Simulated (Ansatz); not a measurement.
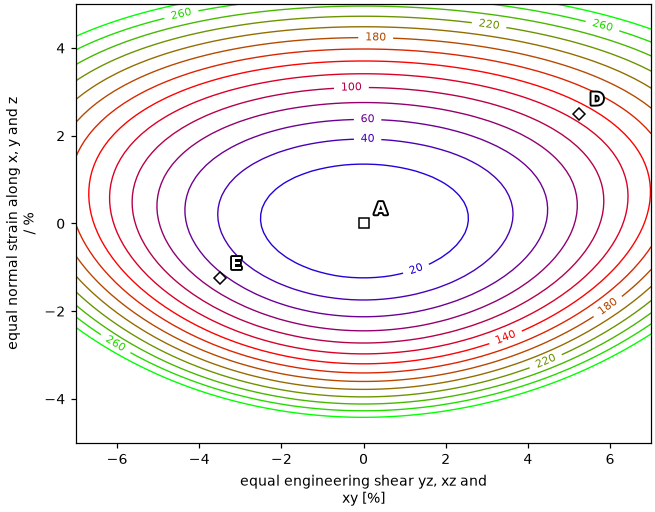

Ru (Fm-3m, No. 225; 1 atom in the cell). The energy is mapped over two homogeneous strains (x, y and z along the cube axes). Coordinates scanned: (1) equal engineering shear yz, xz and xy; (2) equal normal strain along x, y and z. Nothing is relaxed (symmetry fixes all fractional coordinates). The scan uses a 9 × 9 grid. Points are written as (first, second). All energies are given in meV/atom relative to the lowest grid point. Method: DFT PBE, scalar-relativistic, plane waves, PAW (Ansatz). Settings: cutoff 420 eV, k-mesh 20×20×20, gaussian smearing 0.15 eV, no spin polarisation.

Drawn: contour lines labelled in meV/atom (none above 280), lettered points. Between grid points the surface is interpolated.

**What kind of point is each of A, D, E: minimum, saddle, maximum or slope?**

A: minimum; D: on a slope; E: on a slope. (In these two coordinates alone; a stationary point may lie a little off the grid point.)

**Which space group has the cell at each letter?**

A: Fm-3m; D: R-3m; E: R-3m.
